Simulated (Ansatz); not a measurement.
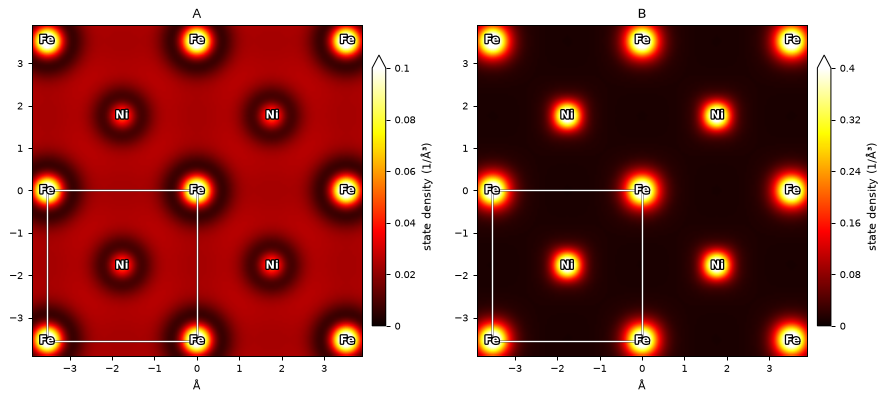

FeNi3: densities of the states in two energy windows, on the (010) plane of the conventional cell.

Space group Pm-3m; spin-polarised. Net moment 4.8 μB in the 4-atom cell of the calculation; other magnetic orders weren't tried.

All numbers below come from DFT PBE, scalar-relativistic, plane waves, PAW (Ansatz 0.2.0).

Core electrons are frozen (PAW), so the fields are smoothed inside the atomic spheres.

```yaml
crystal:
  lattice:
    - [3.54500, 0.00000, 0.00000]
    - [0.00000, 3.54500, 0.00000]
    - [0.00000, 0.00000, 3.54500]
  atoms:
    - { symbol: Fe, position: [0.00000, 0.00000, 0.00000] }
    - { symbol: Ni, position: [0.00000, 0.50000, 0.50000] }
    - { symbol: Ni, position: [0.50000, 0.00000, 0.50000] }
    - { symbol: Ni, position: [0.50000, 0.50000, 0.00000] }
```

The windows, about the Fermi level, are −9.2 to −6.1 eV and −6.1 to −3.1 eV. Which panel shows which?

Panel A: −9.2 to −6.1 eV, the lower third of the occupied valence band, mainly Ni 4s (70 %) and Fe 4s (25 %).
Panel B: −6.1 to −3.1 eV, the middle third of the occupied valence band, mainly Ni 3d (55 %), Fe 3d (30 %) and Ni 4s (15 %).
The characters are Löwdin shares on a minimal set of atomic orbitals.
